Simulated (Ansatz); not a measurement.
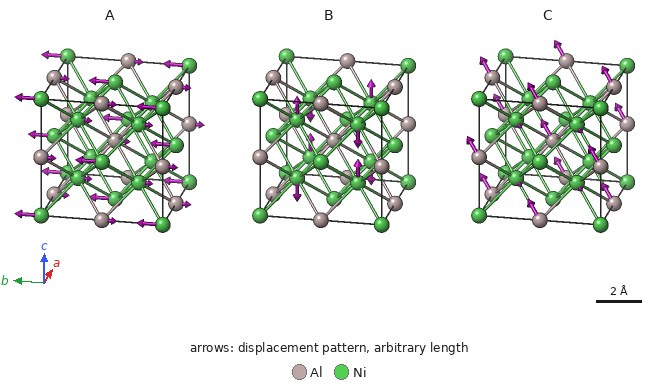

Modes of crystalline AlNi₃, space group Fm-3m (No. 225), at the zone centre (one member of each degenerate set). Displacements are drawn as purple arrows; their common scale and sign are arbitrary. The picture is a ball-and-stick view of the conventional cell (4 times the calculation's cell), seen from a free direction. Lengths and directions refer to the drawn axes.

Method: Ansatz, DFT r2SCAN, scalar-relativistic, plane waves, PAW.

Which are infrared-active and which Raman-active?

A is T₁u, infrared-active by symmetry (246 cm⁻¹). B is T₂g, Raman-active by symmetry (193 cm⁻¹). C is T₁u, infrared-active by symmetry (336 cm⁻¹). The crystal has a centre of inversion, so no mode is both. In a metal the free carriers screen the infrared response.

Limits of the set-up: an element that often carries a moment was run without spin polarisation.
